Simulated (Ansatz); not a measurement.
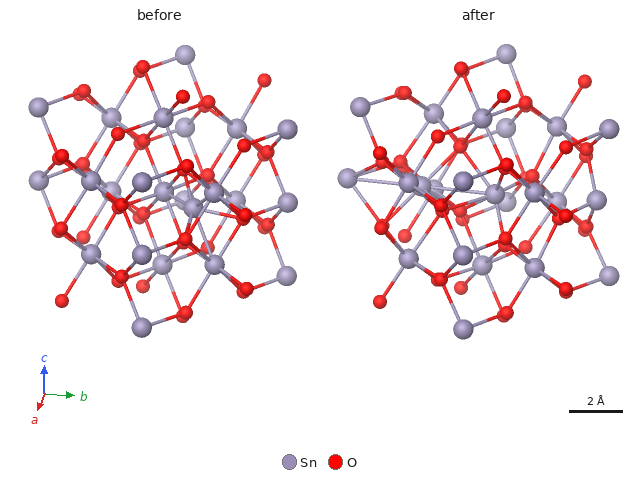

The structure of a defect cell of composition Sn25O48 (cell charge +4) before (left) and after (right) a relaxation, at one scale.

Style: ball-and-stick. Shown: the atoms within 5.8 Å of the atom that moves most (axes of the cell of the calculation (origin shifted)), from a free direction.

Theory: DFT, PBEsol, PAW, plane waves in Ansatz. Set-up: plane-wave cutoff 420 eV; k-point mesh 1 × 1 × 1; mesh shifted by (0.25, 0.25, 0.25); no spin polarisation; atoms relaxed in a fixed cell; force threshold 0.03 eV/Å; at most 80 steps.

Question: Summarise the run.

Answer: The atom that moves furthest is a Sn atom (2.36 Å along −b). By element the largest moves are Sn 2.36 Å, O 0.29 Å. The cell doesn't change. Near-neighbour distances that change, for instance: O–Sn 2.029 → 4.264 Å, O–Sn 4.288 → 2.106 Å, Sn–Sn 4.797 → 2.839 Å, O–Sn 2.056 → 3.891 Å. New bonds form, among them: O–Sn (2.84 → 1.96 Å), O–Sn (3.67 → 1.98 Å), O–Sn (4.29 → 2.11 Å). Bonds break, among them: O–Sn (1.94 → 3.01 Å), O–Sn (1.96 → 3.29 Å), O–Sn (2.03 → 4.26 Å), O–Sn (2.06 → 3.89 Å). Among the angles between lasting bonds that change: Sn–O–Sn 166.3° → 108.3°, Sn–O–Sn 65.1° → 118.4°, Sn–O–Sn 159.4° → 108.3°. Over 18 geometry steps the energy falls by 29.624 eV per cell of the calculation. The largest force component goes from 31 to 0.016 eV/Å. Cost: 14 s on 1 × NVIDIA GB200 with 8 threads of Arm Neoverse-V2, peak memory 1.9 GiB.

Limits of the set-up: the cell is charged, on a uniform background, and energies carry no finite-size correction.
